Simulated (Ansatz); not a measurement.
# CoO: what the fields show

```
Co O
1.0
     0.00000   -1.78417   -4.59815
     3.09027    0.00000    0.00000
     0.00000   -1.78417    2.29908
Co O
2 2
Direct
  0.99199 0.00000 0.98397
  0.49199 0.50000 0.98397
  0.52952 0.00000 0.55904
  0.02952 0.50000 0.55904
```

Space group Cm; a point of a scan over the structure, not its minimum; a structure from a database of computed crystals, not necessarily the ambient phase; not relaxed (largest force 0.6 eV/Å); computed pressure about 4 GPa in this cell; the SCF solution may not be the lowest one; PAW files of the earlier set (soft_1); spin-polarised.

All numbers below come from DFT PBE, scalar-relativistic, plane waves, PAW in Ansatz.

Core electrons are frozen (PAW), and the valence fields are smoothed inside the atomic spheres.

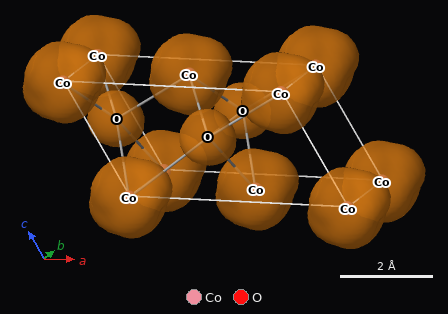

Figure 1. Isosurfaces of the magnetisation density (up minus down) at +0.1 (orange) and −0.1 e/Å³ (purple), seen at an oblique angle. Sticks mark near contacts.

Where is the spin, and how is it ordered?

The spin density sits on Co: +2.4 μB (×2) in one cell of 4 atoms, with smaller moments on other sites: O (up to +0.32 μB): parallel moments (a ferromagnetic arrangement) in this solution. The cell of the calculation (2 atoms) carries 2.9 μB of net spin moment. Only one sign reaches the isovalue.

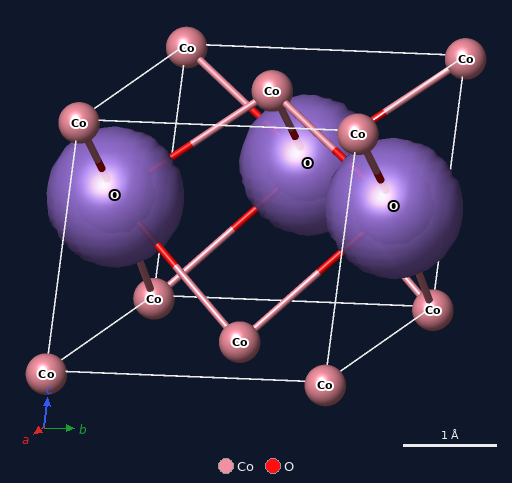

Figure 2. Isosurface of the ELF at 0.75 (purple), seen slightly off an axis. Only the valence region is drawn (cores and ρ < 0.01 e/Å³ removed). Sticks mark near contacts.

Where are the electrons localised?

The surface consists of two regions wrapped around O (the valence shell of each), counted in one cell of 4 atoms. Any copies at cell faces, edges or corners count once. Along the contacts the grid gives the following. Co–O (1.96 Å): the ELF peaks at about 0.80 in the valence shell of O, 0.6 Å from its nucleus, and is about 0.20 at the midpoint (no localised pair shows between them). Co–O (2.05 Å): the ELF peaks at about 0.80 in the valence shell of O, 0.6 Å from its nucleus, and is about 0.15 at the midpoint (no localised pair shows between them).
